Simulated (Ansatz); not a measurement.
Read the following structure.

```yaml
crystal:
  lattice:
    - [4.03387, 0.00000, 0.00000]
    - [0.00000, 4.03387, 0.00000]
    - [0.00000, 0.00000, 5.49349]
  atoms:
    - { symbol: Al, position: [0.00000, 0.50000, 0.75000] }
    - { symbol: Al, position: [0.50000, 0.00000, 0.75000] }
    - { symbol: Cu, position: [0.00000, 0.00000, 0.00000] }
    - { symbol: Al, position: [0.50000, 0.00000, 0.25000] }
    - { symbol: Al, position: [0.00000, 0.50000, 0.25000] }
    - { symbol: Cu, position: [0.50000, 0.50000, 0.50000] }
```

What would you see if this were drawn?

Answer. Its composition is Al$_{2}$Cu. The symmetry is that of I4/mmm (No. 139), on a body-centred tetragonal lattice. Content of the cell: 4 Al, 2 Cu (Z = 2). Coordination numbers (contacts within bonding distance): Al 6 and Cu 8.

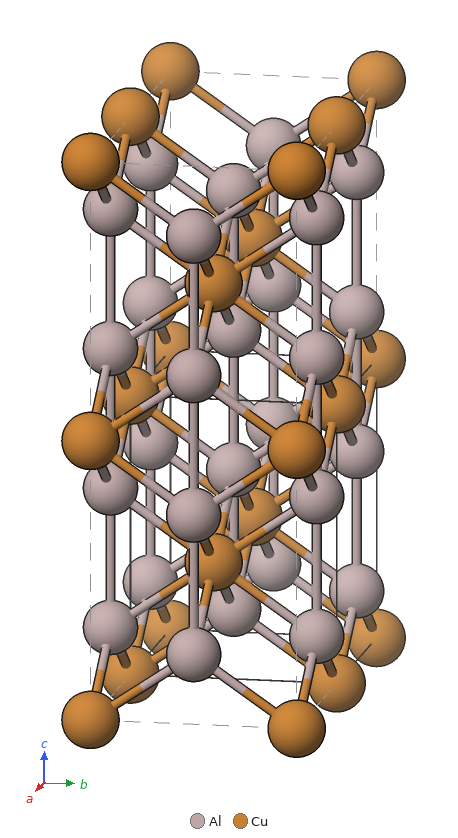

A ball-and-stick rendering, viewed slightly off an axis. The structure is repeated 2×1×2 times; solid lines mark one conventional unit cell.

The structure was taken from a structure listed in the Materials Project. The cell was then strained or its atoms displaced on purpose. It went into a calculation with Ansatz.

At this level of theory the cell isn't at rest (compressed, at 9 GPa), so its distances can differ from those at equilibrium, the more so the softer the solid.
